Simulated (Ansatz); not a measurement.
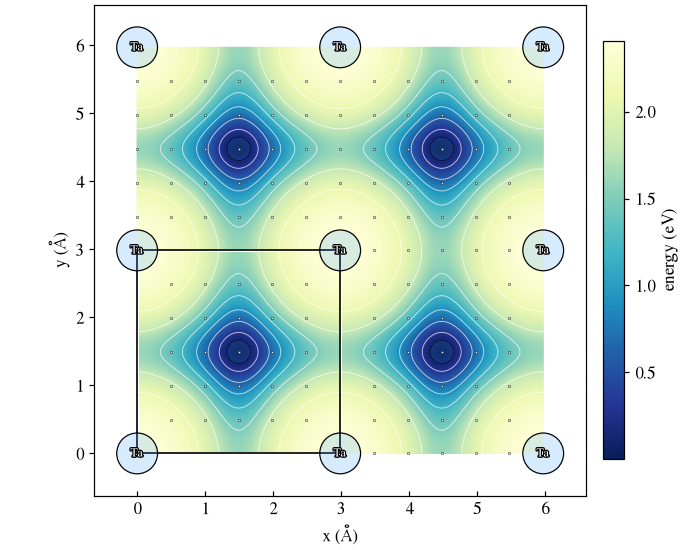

Si on a Ta(100) slab cut from the Fm-3m phase, its upper half relaxed before the scan (12 atoms of substrate and one adsorbate in a 2 × 2 cell). Si is moved over the surface cell; relaxed at each place: the height of the adsorbate's atoms; substrate rigid; the origin of the map has the adsorbate above Ta9. Places are given modulo a cell vector. The map is drawn in real space over the plane of the surface. The grid has 6 × 6 points; 10 points were computed and 26 follow by symmetry. Places are given in fractions of the 1 × 1 surface cell. Energies: eV, counted from the lowest grid point. These are results of DFT PBE, scalar-relativistic, plane waves, PAW in Ansatz, not measurements. Settings: cutoff 420 eV, k-mesh 5×5×1, gaussian smearing 0.1 eV, no spin polarisation.

In the figure: a smooth colour map with a few white contour lines, dots at the grid points, labelled circles for the atoms of the top layer and small ones for the second layer, the outline of one cell of the 2 × 2 shown. Between grid points the surface is interpolated.

The lowest grid point is at a fourfold hollow over a second-layer Ta atom, (3/6, 3/6) of the cell vectors. It is the only kind of minimum in the scanned range. The highest grid point, the top site over a surface Ta atom, (0/6, 0/6) of the cell vectors, lies 2.40 eV above the lowest. On the interpolated surface the easiest way out of the lowest well to its copy in the next cell or period passes a barrier of about 1.6 eV. At the lowest point the adsorbate has 4 Ta at 2.57 Å as nearest neighbours, at the highest 1 Ta at 2.45 Å. Its relaxed height above the top atom is 1.46 Å at the lowest and 2.45 Å at the highest point.

Si is replaced by C; all else is set up alike.

What will the new map look like?

Answer. The lowest place stays at a fourfold hollow over a second-layer Ta atom, (3/6, 3/6) of the cell vectors. The span from the lowest to the highest grid point grows from 2.40 to 5.44 eV. The easiest pass out of the lowest well goes from about 1.6 to about 3.2 eV on the interpolated surfaces. In the new map: at the lowest point the adsorbate has 4 Ta at 2.15 Å as nearest neighbours, at the highest 1 Ta at 1.88 Å. Its relaxed height above the top atom is 0.38 Å at the lowest and 1.88 Å at the highest point.

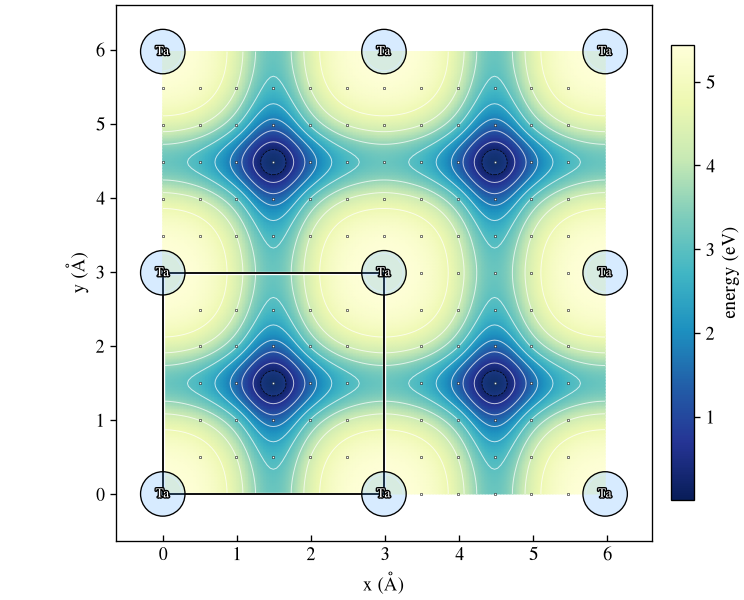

The map after the change, on a colour scale of its own. The picture shows a smooth colour map with a few white contour lines, dots at the grid points, labelled circles for the atoms of the top layer and small ones for the second layer, the outline of one cell of the 2 × 2 shown. Between grid points the surface is interpolated.

PAW datasets: the set soft_1.
